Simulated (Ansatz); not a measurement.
Single-point calculation, with input and output: SnSe

The run: single-point calculation of SnSe (2 atoms in the cell). Method and program: DFT PBE, scalar-relativistic, plane waves, PAW, no spin polarisation (Ansatz 0.2.0).

The structure derives from a Materials Project entry. It belongs to a series of runs on one base structure; here: band edges sought over the zone. Figures and captions count atoms from 1; the log counts them from 0 in places.

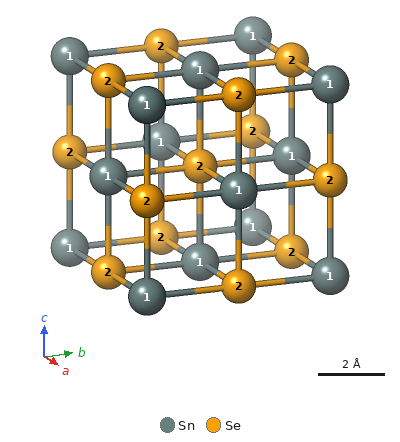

The structure (ball-and-stick view of the cell 4 times as large as that of the calculation, set on its symmetry axes, seen slightly off an axis; atoms are numbered from 1 in the order of the input). An atom can appear more than once, as a periodic image.

Results in brief

| quantity | value |
| --- | --- |
| outcome | converged |
| space group (tolerance 0.01 Å) | Fm-3m (225) |
| electrons treated | 30 |
| free energy | −11494.1593 eV |
| Fermi energy | 9.039 eV |
| gap on the k-point mesh | 0.49 eV |
| gap on the band path | 0.00 eV |
| pressure | −0.01 GPa |
| largest force (length of the vector) | under 0.001 eV/Å |
| hardware | 4 threads of Arm Neoverse V1, 24 GiB of memory available, shared host |
| wall time | 2.8 s (CPU time 8.4 s) |
| peak memory | 0.38 GiB |

The input
```yaml
crystal:
  lattice:
    - [0.0, 3.030798579, 3.030798579]
    - [3.030798579, 0.0, 3.030798579]
    - [3.030798579, 3.030798579, 0.0]
  atoms:
    - { symbol: Sn, position: [0.0, 0.0, 0.0] }
    - { symbol: Se, position: [0.5, 0.5, 0.5] }
basis:
  ecutwfc: 420
  xc_grid: 2
kpoints:
  mp_grid: { grid: [10, 10, 10] }
  band_path: { path: [VBM, CBM], npoints: 2 }
hamiltonian:
  xc: pbe
scf:
  occupations: { method: gaussian, width: 0.02 }
output:
  forces: true
  stress: true
  eigenvalues: true
```

Launch command:
```bash
ansatz run input.yaml --threads 4 --pin off --max-ram 10240MiB --backend cpu --events-out ev --progress --plain --runs-dir out
```

Output
```
Engine: ansatz 0.2.0, aarch64-unknown-linux-gnu
Pseudopotentials: kind: paw
Pseudopotential: Sn, paw, valence charge 14, recommended cutoff 420 eV (normal), Sn.paw.azcp
Pseudopotential: Se, paw, valence charge 16, recommended cutoff 420 eV (normal), Se.paw.azcp
Functional definition: PBE
  parameter kappa = 0.804
  parameter beta = 0.06672455060314922
  exchange = pbe_x(kappa = kappa, mu = beta*pi^2/3)
  correlation = pbe_c(beta = beta)
Crystal: 2 atoms, lattice volume = 55.680 Å³
Basis set: ecut = 420 eV, 1067 PW (Γ), exchange–correlation on 60×60×60 points (8 copies of the dense FFT grid, shifted against one another)
Bands: 19, of which v1, the nominal top of the filled ones, is band 15 counted from 1 (14 counted from 0)
Symmetry: 48 space group operations
Space group: Fm-3m (ITA 225), of the structure as read, at distance tolerance 3.8e-5 Å
k-points: 47 of 1000
Non-local potential: Sn, projectors of the file, l = 0: 2, l = 1: 2, l = 2: 2, l = 3: 2
Non-local potential: Se, projectors of the file, l = 0: 2, l = 1: 2, l = 2: 3, l = 3: 1
PAW form: soft (Blöchl's): semilocal exchange-correlation on the pseudo side does not see the compensation charge
PAW one-centre angular grid: Sn, 590 points (default); XC on 64 Gauss nodes
PAW one-centre angular grid: Se, 590 points (default); XC on 64 Gauss nodes
Initial density: superposition of atomic densities (neutral atoms: chi_scale 0, normalization atom), corrected by the library's trained network
Initial wavefunctions: pseudopotential atomic-orbital guess
Functional: x = pbe(κ = 0.804, μ = 0.2195149727645171), c = pbe(β = 0.06672455060314922)
SCF iter   1: F=—  HF=-11494.160173 eV  |F-HF|=—  |Δ(HF+E_count)|=         —  Δρ=5.49e-4  dr2=1.47e-4  ethr=1.77e-3  ⟨swp⟩=6.1  Hψ=4403  notcnv=0
preconditioner: auto → none  [insulator: Δε(μ)=0.488 eV  Ē_g=17.332 eV  σ=0.020 eV  W_gap=1.00  n_scr=14 (ndim 8)  ℏωp=22.3 eV  f_vac=0.017  D(μ)=0.00/eV (n_scr^D=0)  ε∞_Penn≈2.6]
SCF iter   2: F=—  HF=-11494.159228 eV  |F-HF|=—  |Δ(HF+E_count)|=   9.45e-4  Δρ=3.94e-4  dr2=4.87e-5  ethr=4.92e-7  ⟨swp⟩=3.0  Hψ=2124  notcnv=0
SCF iter   3: F=—  HF=-11494.159233 eV  |F-HF|=—  |Δ(HF+E_count)|=   4.68e-6  Δρ=2.03e-4  dr2=1.16e-5  ethr=1.62e-7  ⟨swp⟩=2.0  Hψ=1598  notcnv=0
SCF iter   4: F=—  HF=-11494.159256 eV  |F-HF|=—  |Δ(HF+E_count)|=   2.28e-5  Δρ=8.44e-5  dr2=3.98e-6  ethr=3.87e-8  ⟨swp⟩=2.0  Hψ=1598  notcnv=0
SCF iter   5: F=—  HF=-11494.159254 eV  |F-HF|=—  |Δ(HF+E_count)|=   1.93e-6  Δρ=4.50e-5  dr2=1.09e-6  ethr=1.33e-8  ⟨swp⟩=2.0  Hψ=1173  notcnv=0
SCF iter   6: F=-11494.159253 eV  HF=-11494.159253 eV  |F-HF|=4.96e-8  |Δ(HF+E_count)|=   8.39e-7  Δρ=8.50e-6  dr2=3.17e-8  ethr=3.33e-10  ⟨swp⟩=3.0  Hψ=4030  notcnv=0
SCF 1 converged in 6 iterations: F = -11494.159253 eV  dr2 = 3.17e-8
  greatest PAW one-centre occupation: 1.000 electrons in one spin orbital (limit 2), on the Se atom at site 1 (counted from 0), in its partial waves of l = 2
```

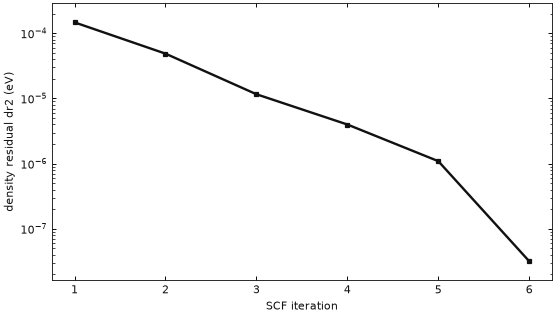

Convergence of the self-consistent field: density residual dr2 against the SCF iteration. The residual falls at every step.

```
NSCF: frozen V_eff on 16 k-points
NSCF: frozen V_eff on 16 k-points
NSCF: frozen V_eff on 16 k-points
NSCF: frozen V_eff on 16 k-points
NSCF: frozen V_eff on 4 k-points
NSCF: frozen V_eff on 16 k-points
NSCF: frozen V_eff on 8 k-points
NSCF: frozen V_eff on 15 k-points
NSCF: frozen V_eff on 4 k-points
NSCF: frozen V_eff on 10 k-points
NSCF: frozen V_eff on 6 k-points
NSCF: frozen V_eff on 14 k-points
NSCF: frozen V_eff on 6 k-points
NSCF: frozen V_eff on 14 k-points
NSCF: frozen V_eff on 6 k-points
NSCF: frozen V_eff on 14 k-points
NSCF: frozen V_eff on 16 k-points
NSCF: frozen V_eff on 6 k-points
NSCF: frozen V_eff on 15 k-points
NSCF: frozen V_eff on 16 k-points
NSCF: frozen V_eff on 6 k-points
NSCF: frozen V_eff on 12 k-points
NSCF: frozen V_eff on 14 k-points
NSCF: frozen V_eff on 14 k-points
NSCF: frozen V_eff on 6 k-points
NSCF: frozen V_eff on 3 k-points
SCF converged after 6 iterations
Free energy (F): -11494.159253 eV
Harris-Foulkes:  -11494.159253 eV  (|F-HF|=4.96e-8)
Internal energy: -11494.159253 eV  (E = F + TS)
E sigma→0 (E₀):  -11494.159253 eV
Fermi energy:    9.039117 eV
--- Per-component energies (eV) ---
  E_band       = -484.013679
  E_kinetic    = 302.687486
  E_local      = -3357.996214  (includes V_loc(G=0)·N_el)
  E_nonlocal   = -628.586463
  E_hartree    = 1762.357344
  E_xc         = -487.408038
  E_vxc        = -194.563213  (∫ρ·V_xc dr)
  E_paw        = -6043.842180  (= ΣΔE_a)
  E_vpaw       = -130.256804  (= ΣTr[D̂ρ^β])
  E_aug_tail   = -0.000546  (compensation charges beyond the density's cutoff)
  E_ewald      = -3041.370642
  E_smearing   = -0.000000  (= −TS)
  E_closure    = -0.000000  (closes the sum)
  Σ components = -11494.159253   (vs F -11494.159253, Δ=0.00e0)
--- Forces (eV/Å), atoms counted from 1 ---
  atom   1  Sn    -0.00000000     0.00000000     0.00000000
  atom   2  Se     0.00000000    -0.00000000     0.00000000
  max |Σ_I F_I| component: 2.40e-30 eV/Å
--- Stress (GPa, compression-positive) ---
       -0.013081      -0.000000      -0.000000
       -0.000000      -0.013081      -0.000000
        0.000000      -0.000000      -0.013081
  P = ⅓ Tr σ = -0.0131 GPa (-0.131 kbar)
--- Band table (eV; the first three rows and the last of 47) ---
  k-point 0: bands = ["-38.8291", "-38.8291", "-38.8276", "-38.8276", "-38.8276", "-12.8327", "-12.8327", "-12.8327", "-12.8292", "-12.8292", "-4.9437", "3.6512", "6.6552", "6.6552", "6.6552", "13.0236", "13.0236", "13.0236", "14.6801"]
  k-point 1: bands = ["-38.8291", "-38.8291", "-38.8276", "-38.8276", "-38.8276", "-12.8325", "-12.8321", "-12.8321", "-12.8294", "-12.8294", "-4.8760", "3.2896", "6.6673", "6.6673", "6.9432", "12.4304", "12.5386", "12.5386", "14.6562"]
  k-point 2: bands = ["-38.8291", "-38.8291", "-38.8276", "-38.8276", "-38.8276", "-12.8328", "-12.8328", "-12.8319", "-12.8276", "-12.8276", "-4.6861", "2.5142", "6.7079", "6.7079", "7.5088", "11.3933", "11.6439", "11.6439", "14.7492"]
  k-point 46: bands = ["-38.8292", "-38.8291", "-38.8276", "-38.8276", "-38.8275", "-12.8474", "-12.8312", "-12.8275", "-12.8244", "-12.8167", "-3.7743", "1.9907", "3.9565", "4.4859", "7.5585", "10.7455", "13.1020", "13.8676", "15.1890"]
```

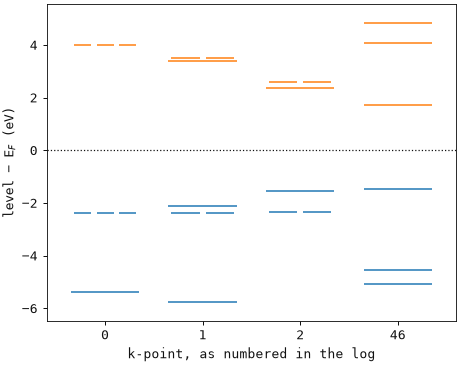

Kohn–Sham levels near the Fermi level (dotted) at the few k-points that the log prints; levels within 0.02 eV of each other stand side by side. Among these points the highest filled and lowest empty levels are 3.19 eV apart; the gap on the full mesh, 0.49 eV, has an edge at a point that isn't printed.
